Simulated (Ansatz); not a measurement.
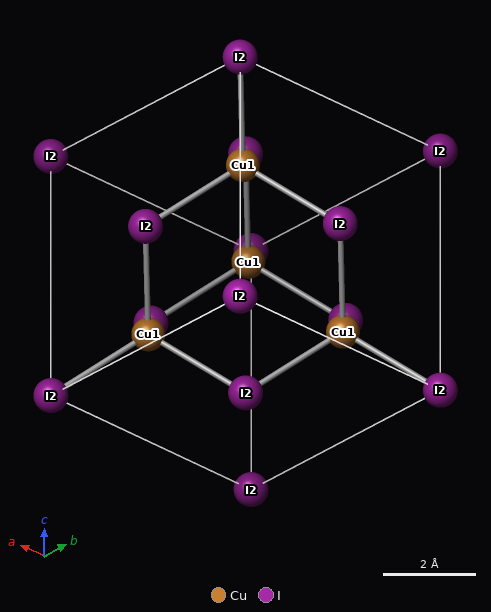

Reference structure: a crystal of CuI (set up in F-43m). A ball-and-stick model of the conventional cell (4 times the calculation's cell), seen from a free direction. Lengths and directions refer to the drawn axes.

Level of theory: DFT r2SCAN, scalar-relativistic, plane waves, PAW (Ansatz). (plane-wave cutoff 500 eV; k-point mesh 8 × 8 × 8; occupations gaussian; smearing width 0.02 eV; no spin polarisation)

Now this is done to it. All lengths are scaled by +2.0 % (volume +6.0 %), the atoms keeping their fractional coordinates. No relaxation follows.

What does the calculation give for the changed structure?

Answer. Among the bonded contacts that change: Cu–I 2.608 → 2.659 Å. The space group stays F-43m (No. 216). The energy rises by 12.0 meV per atom. Pressure: 0.0 GPa before, −2.2 GPa after. All forces vanish by symmetry.

The changed structure in the same view:

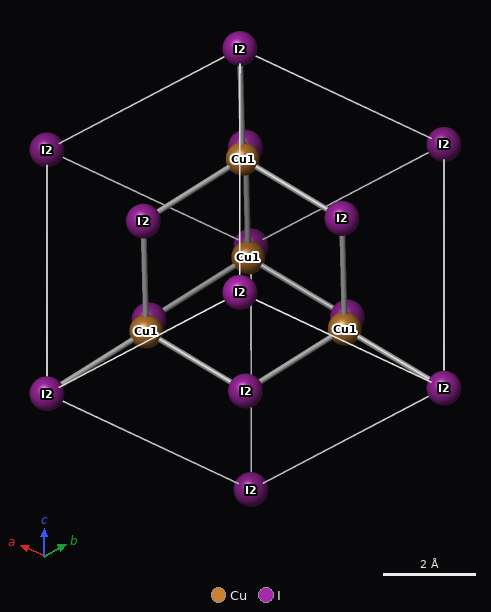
